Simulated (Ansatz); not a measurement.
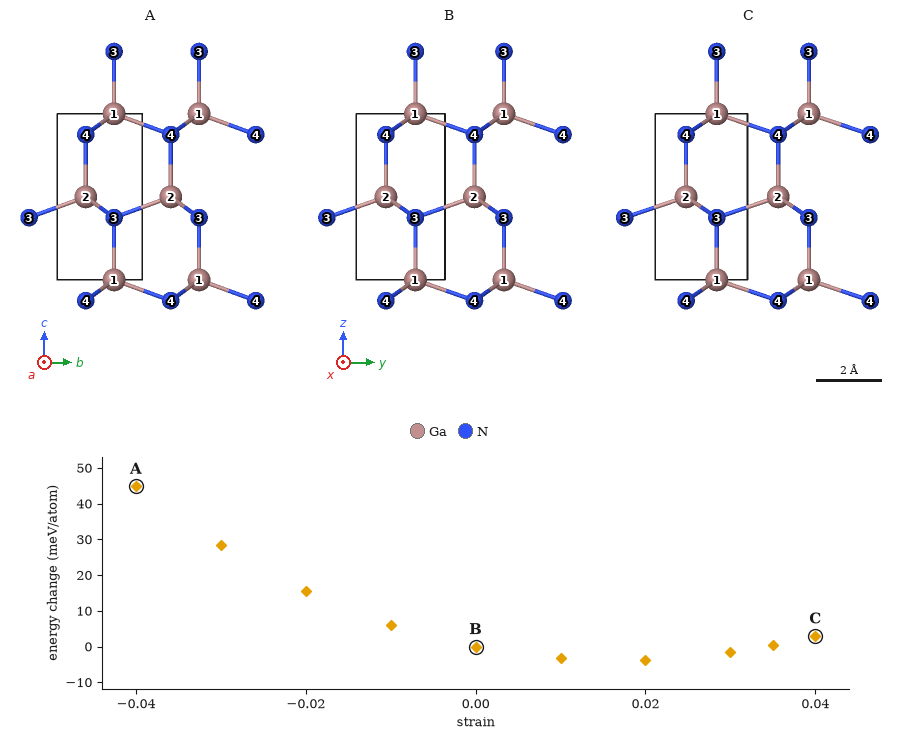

Energy scan for a crystal of GaN (P6_3mc), in which the cell is strained along y alone, with the atoms kept at their fractional coordinates. x, y and z are the Cartesian axes of the input. The lettered frames are marked on the plot. The picture is a ball-and-stick view of the cell of the calculation, repeated 2 × 2 × 1 with one cell outlined, seen along the a axis.

The calculation used Ansatz, DFT PBE, scalar-relativistic, plane waves, PAW. Set-up: plane-wave cutoff 420 eV; k-point mesh 12 × 12 × 6; occupations gaussian; smearing width 0.05 eV; no spin polarisation. Energies (free energies at the smearing named) are counted from the cell as listed in its source, which wasn't relaxed.

Read off the main features of the energy profile.

Of the computed points the lowest is at the strain 0.02, −3.6 meV/atom. The end points stand at 44.9 meV/atom (−0.04) and 3.0 meV/atom (0.04). The unrelaxed reference is under a pressure of 7.3 GPa, which tilts the curve. The distortion takes the space group from P6_3mc to Cmc2_1. At the strain −0.04 the cell of the drawing goes b 3.180 → 3.085 Å, γ 120.0° → 121.0°.
